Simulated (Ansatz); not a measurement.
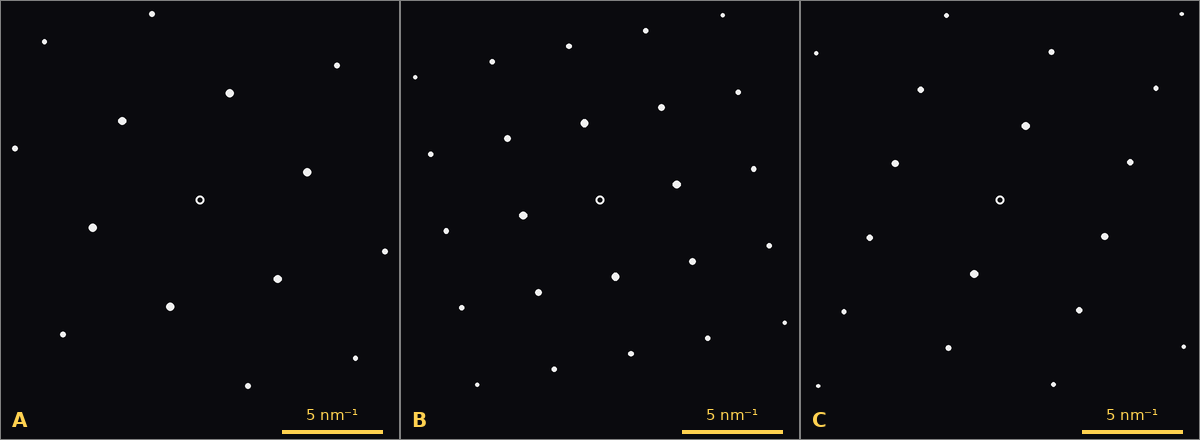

Computed electron diffraction patterns, 200 kV, single scattering only, B = 0.5 Å².

All three come from Rh, space group Pm-3m (No. 221), a = 2.551 Å. Structure: the input geometry of an electronic-structure calculation (not necessarily at equilibrium); the starting structure was generated, so it need not be a known form of this composition.

> Assign the zone axes [001], [110], [111] to A, B and C.

A is [111]: hexagonal net of -1 1 0 at d = 1.80 Å and -1 0 1 at d = 1.80 Å, at 60.0°. B is [001]: square net of 1 0 0 at d = 2.55 Å and 0 1 0 at d = 2.55 Å, at 90.0°. C is [110]: rectangular net of 0 0 1 at d = 2.55 Å and 1 -1 0 at d = 1.80 Å, at 90.0°.
